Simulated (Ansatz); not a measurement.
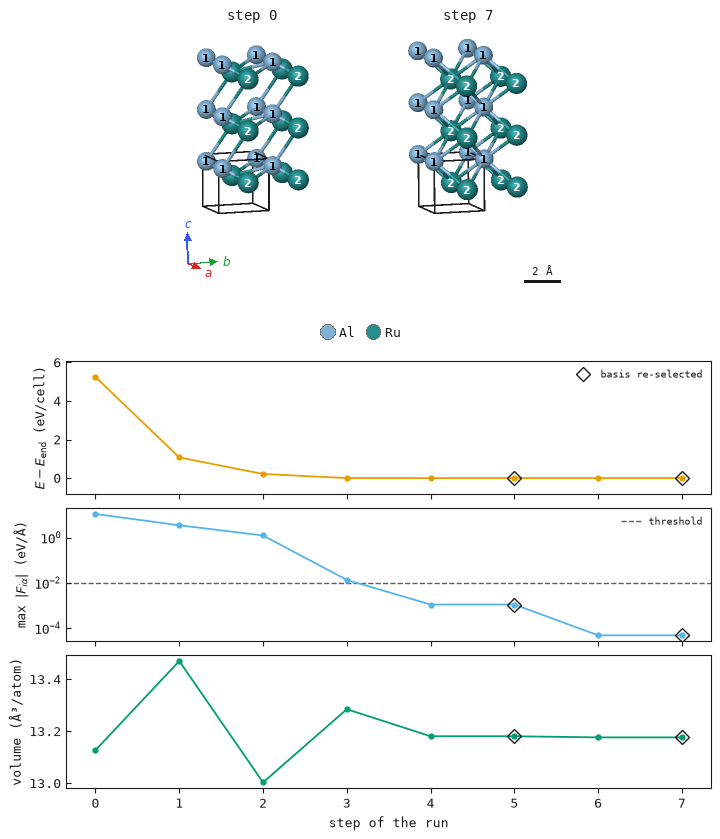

First and last geometry of a relaxation of solid AlRu (set up in P1), with the history of the run. The picture is a ball-and-stick view of the cell of the calculation, repeated 2 × 2 × 3 with one cell outlined, seen slightly off an axis.

Case: all atoms moved at random, sigma 0.4 Å for each component, cell strained at random, sigma 0.01; relaxed back.

Level of theory: Ansatz, DFT PBEsol, scalar-relativistic, plane waves, PAW. Set-up: plane-wave cutoff 420 eV; k-point mesh 12 × 12 × 12; occupations gaussian; smearing width 0.15 eV; no spin polarisation; cell and atoms relaxed; force threshold 0.01 eV/Å; at most 80 steps.

### Read the history and describe the run.

It converged. After 5 accepted moves (7 points after the start) the energy has fallen by 5.247 eV per cell of the calculation. The largest force component goes from 11 to under 0.0001 eV/Å. The pressure goes from 74.37 to 0.00 GPa. The SCF was repeated twice at an unchanged geometry on a basis and grid sized afresh for the cell, which shifted the energy by less than 0.05 meV per cell of the calculation at most. The largest moves relative to the cell, 0.45 Å, are those of Al1 and Ru2. Al1 goes along [−1 −1 2]. Largest moves by element: Al 0.45 Å, Ru 0.45 Å. Cell: a 2.960 → 2.976 Å (+0.5 %), b 2.982 → 2.976 Å (−0.2 %), c 2.974 → 2.976 Å (0.0 %), α 89.2° → 90.0°, β 90.3° → 90.0°, γ 89.1° → 90.0°. Volume +0.4 %. Among the contacts that change: Al1–Ru2 3.429 → 2.577 Å, Al1–Ru2 (another image) 1.785 → 2.577 Å, Al1–Ru2 (another image) 3.118 → 2.577 Å, Al1–Ru2 (another image) 3.092 → 2.577 Å. New bonds form, among them: Al1–Ru2 (3.12 → 2.58 Å), Al1–Ru2 (3.43 → 2.58 Å). Among the angles between lasting bonds that change: Ru2–Al1–Ru2 141.7° → 180.0°, Al1–Ru2–Al1 141.7° → 180.0°, Al1–Ru2–Al1 140.6° → 109.5°. Within 0.06 Å the space group is Cm at the start and Pm-3m at the end; at a tighter tolerance small leftover displacements or strains of the cell lower it.
